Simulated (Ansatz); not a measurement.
## Ti3Al: a failed or faulty run and its cure

System: Ti3Al (8 atoms in the cell).
Method of the first run: DFT, PBE, plane waves, PAW (Ansatz 0.2.0).

The structure derives from a Materials Project entry. Text and figures count atoms from 1; the logs count them from 0 in places.

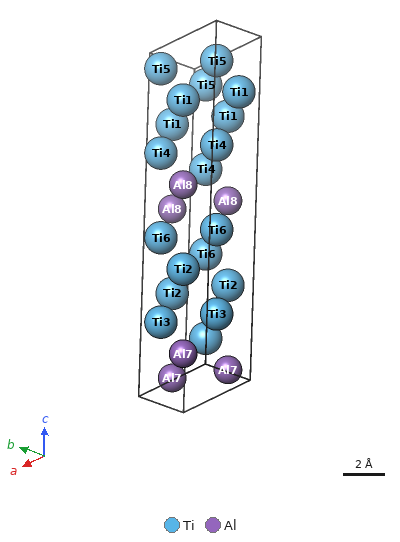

Figure 1. The structure as given in the input (spheres-only view of the cell 2 times as large as that of the calculation, set on its symmetry axes, seen at an oblique angle; atoms are numbered from 1 in the order of the input).

### Input, the first run
```yaml
crystal:
  lattice:
    - [-2.9299584721, 0.0, 0.0]
    - [-1.4649792361, -2.5374184688, 0.0]
    - [-0.732489618, -0.4229030781, 18.4642706876]
  atoms:
    - { symbol: Ti, position: [0.5312333333, 0.5312333333, 0.8126] }
    - { symbol: Ti, position: [0.6145666667, 0.6145666667, 0.3126] }
    - { symbol: Ti, position: [0.3020283162, 0.3020283162, 0.1878301026] }
    - { symbol: Ti, position: [0.2186949829, 0.2186949829, 0.6878301026] }
    - { symbol: Ti, position: [0.1771050171, 0.1771050171, 0.9373698974] }
    - { symbol: Ti, position: [0.2604383504, 0.2604383504, 0.4373698974] }
    - { symbol: Al, position: [0.6562333333, 0.6562333333, 0.0626] }
    - { symbol: Al, position: [0.5729, 0.5729, 0.5626] }
basis:
  ecutwfc: "400 K"
kpoints:
  mp_grid: { grid: [15, 15, 3] }
hamiltonian:
  xc: pbe
scf:
  occupations: { method: gaussian, width: 0.15 }
  max_iter: 50
output:
  forces: true
  eigenvalues: true
  stress: true
```

Command:
```bash
ansatz run input.yaml --threads 4 --pin off --max-ram 8192MiB --backend cpu --events-out ev --progress --plain --runs-dir out
```

Hardware: 4 threads of Arm Neoverse V1, 24 GiB of memory available, shared host.

### Output (the first run)
```
Error: inconsistent input (basis.ecutwfc, kpoints): the smallest per-k basis holds n_pw = 0 plane waves (k-point 1, counted from 0 among those solved) but the deck needs at least 40 band(s) per channel, and no run solves more bands than the smallest per-k basis has plane waves; raise basis.ecutwfc until the smallest per-k basis, which caps the automatic band count, holds at least 40 plane waves
```

Question: What went wrong, and how is the input to be mended?

Answer: A setting was made wrong on purpose: a cutoff in the wrong unit (`basis.ecutwfc`). The program refused the input: “inconsistent input (basis.ecutwfc, kpoints): the smallest per-k basis holds n_pw = 0 plane waves (k-point 1, counted from 0 among those solved) but the deck needs at least 40 band(s) per channel, and no run solves more bands than the smallest per-k basis has plane waves …”

A run of the same system that converges differs from this input as follows (lines with − go, lines with + come):
```diff
-  ecutwfc: "400 K"
+  ecutwfc: 520.0
-  max_iter: 50
```

### Output, shortened to warnings, some set-up lines, iterations and results (the second run)
```
Basis set: ecut = 520 eV, 3757 PW (Γ), exchange–correlation on 48×48×288 points (8 copies of the dense FFT grid, shifted against one another)
Symmetry: 2 space group operations
k-points: 184 of 675 (time reversal used)
Initial density: superposition of atomic densities (neutral atoms: chi_scale 0, normalization atom), corrected by the library's trained network
[...]
SCF iter   1: F=—  HF=-16073.947275 eV  |F-HF|=—  |Δ(HF+E_count)|=         —  Δρ=6.02e-3  dr2=5.05e-1  ethr=1.77e-3  ⟨swp⟩=6.0  Hψ=34429  notcnv=0
SCF iter   2: F=—  HF=-16073.939829 eV  |F-HF|=—  |Δ(HF+E_count)|=   7.45e-3  Δρ=3.01e-3  dr2=1.33e-1  ethr=6.47e-4  ⟨swp⟩=1.0  Hψ=10120  notcnv=0
SCF iter   3: F=—  HF=-16073.937752 eV  |F-HF|=—  |Δ(HF+E_count)|=   2.08e-3  Δρ=7.74e-4  dr2=1.52e-3  ethr=1.71e-4  ⟨swp⟩=1.0  Hψ=8557  notcnv=0
SCF iter   4: F=—  HF=-16073.937653 eV  |F-HF|=—  |Δ(HF+E_count)|=   9.93e-5  Δρ=2.29e-4  dr2=1.99e-4  ethr=1.95e-6  ⟨swp⟩=2.0  Hψ=10819  notcnv=0
SCF iter   5: F=—  HF=-16073.937634 eV  |F-HF|=—  |Δ(HF+E_count)|=   1.86e-5  Δρ=5.96e-5  dr2=1.44e-5  ethr=2.55e-7  ⟨swp⟩=2.0  Hψ=10759  notcnv=0
SCF iter   6: F=—  HF=-16073.937536 eV  |F-HF|=—  |Δ(HF+E_count)|=   9.86e-5  Δρ=2.01e-5  dr2=7.07e-7  ethr=1.84e-8  ⟨swp⟩=2.0  Hψ=10988  notcnv=0
SCF iter   7: F=-16073.937536 eV  HF=-16073.937536 eV  |F-HF|=2.91e-8  |Δ(HF+E_count)|=   7.92e-8  Δρ=4.91e-6  dr2=4.37e-8  ethr=1.28e-10  ⟨swp⟩=8.2  Hψ=32789  notcnv=0
SCF 1 converged in 7 iterations: F = -16073.937536 eV  dr2 = 4.37e-8
SCF converged after 7 iterations
Free energy (F): -16073.937536 eV
Harris-Foulkes:  -16073.937536 eV  (|F-HF|=2.91e-8)
Internal energy: -16073.850637 eV  (E = F + TS)
E sigma→0 (E₀):  -16073.894086 eV
Entropy (-TS):   -0.086899 eV (-10.862 meV/atom)
Fermi energy:    11.826582 eV
--- Per-component energies (eV) ---
  E_band       = -1002.575032
  E_kinetic    = 1678.886857
  E_local      = -7040.755516  (includes V_loc(G=0)·N_el)
  E_nonlocal   = 69.040775
  E_hartree    = 3056.100261
  E_xc         = -664.295362
  E_vxc        = -789.551859  (∫ρ·V_xc dr)
  E_paw        = -7220.193343  (= ΣΔE_a)
  E_vpaw       = -1032.393497  (= ΣTr[D̂ρ^β])
  E_aug_tail   = 0.000325  (compensation charges beyond the density's cutoff)
  E_ewald      = -5952.634635
  E_smearing   = -0.086899  (= −TS)
  E_closure    = -0.000000  (closes the sum)
  Σ components = -16073.937536   (vs F -16073.937536, Δ=0.00e0)
--- Forces (eV/Å), atoms counted from 1 ---
  atom   1  Ti    -0.00280606    -0.00162008     0.03989490
  atom   2  Ti     0.00031210     0.00018019    -0.04590430
  atom   3  Ti     0.09198166     0.05310564     0.05349619
  atom   4  Ti    -0.00424662    -0.00245179    -0.01578382
  atom   5  Ti    -0.04750958    -0.02742967    -0.28034716
  atom   6  Ti    -0.00711291    -0.00410664     0.01034701
  atom   7  Al    -0.02848568    -0.01644622     0.23481807
  atom   8  Al    -0.00213348    -0.00123176     0.00349393
  max |Σ_I F_I| component: 1.48e-5 eV/Å
--- Stress (GPa, compression-positive) ---
       -0.931759      -1.503869       0.384177
       -1.503869       0.804759       0.221805
        0.384177       0.221805       0.541620
  P = ⅓ Tr σ = 0.1382 GPa (1.382 kbar)
```

### The two runs side by side

| quantity | the first run | the second run |
| --- | --- | --- |
| outcome | refused | converged |
| free energy per atom (eV) | – | −2009.2422 |
| gap on the mesh (eV) | – | 0.00 |
| pressure (GPa) | – | 0.14 |
| volume per atom (Å³) | – | 17.16 |
| largest force (eV/Å) | – | 0.286 |
| SCF iterations | – | 7 |
| irreducible k-points | – | 184 |
| plane waves at Γ | – | 3757 |
